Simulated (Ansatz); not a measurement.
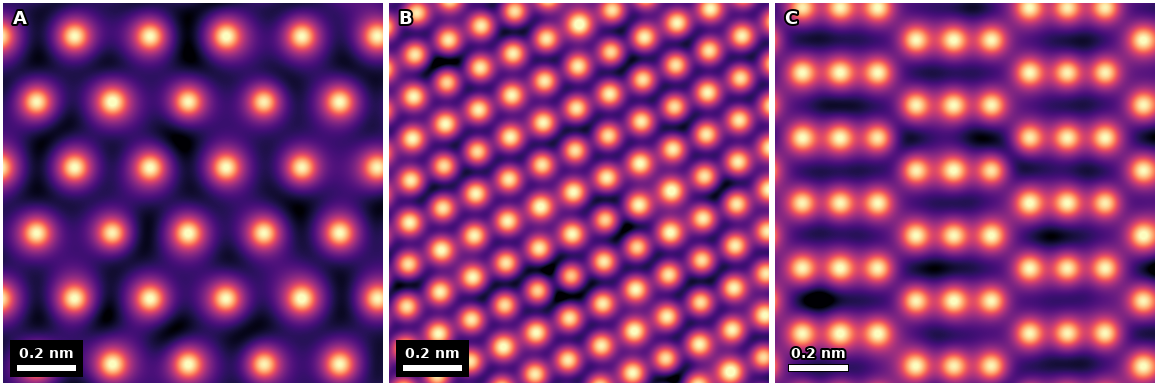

Three views of Si (P6/mmm, No. 191) along different zone axes. Simulated as the projected potential of neutral atoms (B = 0.5 Å²) blurred by a 0.51 Å probe, the thin-sample limit of integrated differential phase contrast. The display is stretched by a gamma of 0.65; percentages refer to the linear signal. The speckle of an amorphous layer was added. Model: the geometry given to an electronic-structure calculation, possibly off equilibrium; the starting structure was generated, so it need not be a known form of this composition.

```
Si
1.0
     4.48917    0.00000    0.00000
    -2.24458    3.88773    0.00000
     0.00000    0.00000    2.57024
Si
3
Direct
  0.00000 0.00000 0.00000
  0.33333 0.66667 0.50000
  0.66667 0.33333 0.50000
```

Question: Match the panels to the zone axes [001], [101] and [201].

Answer: A is [001]: projected cell 2.59 × 2.59 Å, 120°, plane group p6mm. B is [201]: projected cell 1.24 × 1.44 Å, 115°, plane group c2mm. C is [101]: projected cell 2.23 × 4.04 Å, 106°, plane group c2mm.
